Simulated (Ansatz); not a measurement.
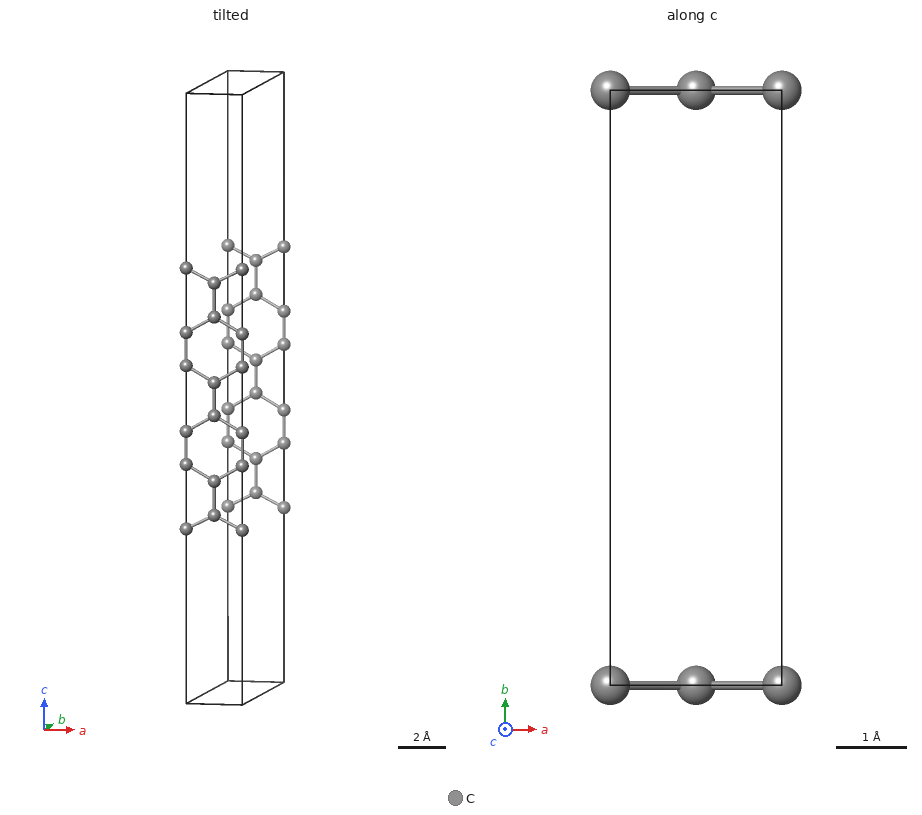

A ball-and-stick rendering, viewed slightly off an axis and along the c axis. The parallelepiped is the simulation cell. Cell: a = 2.459 Å, b = 8.523 Å, c = 26.357 Å, α = 90.00°, β = 90.00°, γ = 90.00°.

What can be read from this drawing?

- The element is carbon.
- The cell holds twelve atoms.
- Neighbours within bonding distance: C 2 to 3 (mean 2.8).
- The bonds build C chains along [100].

Its origin is a structure listed in the Materials Project, from which a slab was cut. The atoms were relaxed in a fixed cell with Ansatz, DFT PBEsol, scalar-relativistic, plane waves, PAW.
